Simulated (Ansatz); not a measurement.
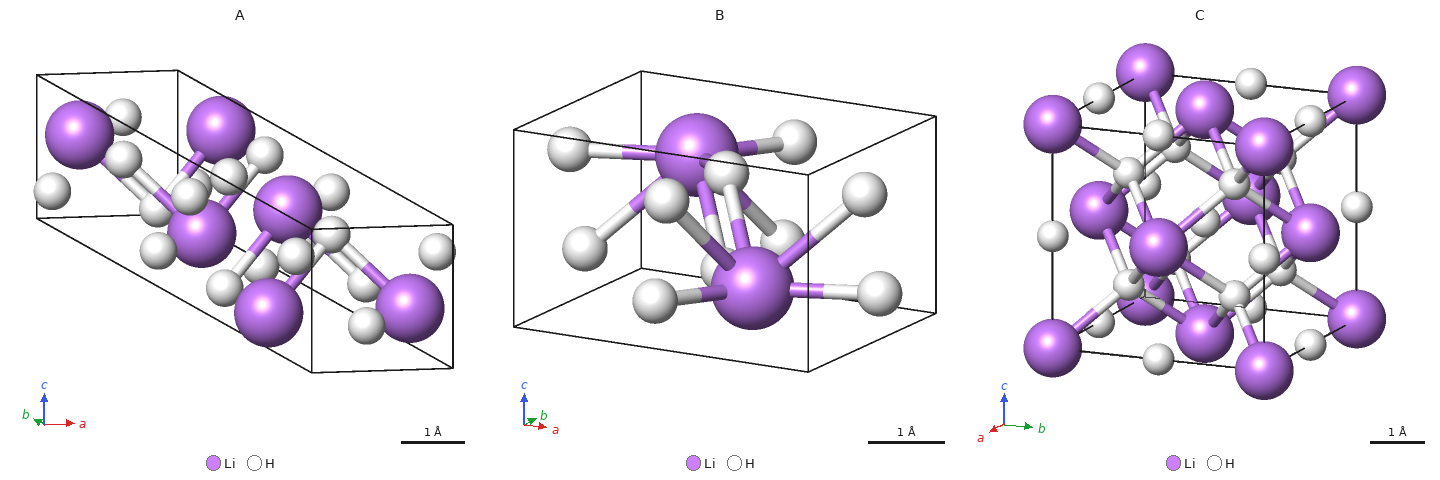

Three structures of LiH3, each relaxed to rest (conventional cells in solid outline, small ones repeated, each panel with its own scale). Method: Ansatz, DFT PBE, scalar-relativistic, plane waves, PAW, without spin polarisation.

Give the type and space group of each panel.

A: 16 atoms a cell on a base-centred orthorhombic lattice, Cmcm; B: 8 atoms a cell on a primitive hexagonal lattice, P6_3/mmc; C: D0₃ (BiF₃ or Fe₃Al type), Fm-3m.

Rank them by energy, lowest first.

B, then A (+289 meV/atom) and C (+297 meV/atom), energies at zero smearing.

Collect the results in a table.

| panel | structure | E − E(lowest) (meV/atom) | volume (Å³/atom) | gap (eV) |
| --- | --- | --- | --- | --- |
| B | P6_3/mmc | 0 | 9.3 | metal |
| A | Cmcm | 289 | 6.4 | metal |
| C | Fm-3m | 297 | 5.1 | metal |

Some of these may be structure types tried for this composition rather than known phases, and the most stable form need not be among them. Gaps are taken on the k-mesh or band path of each run.
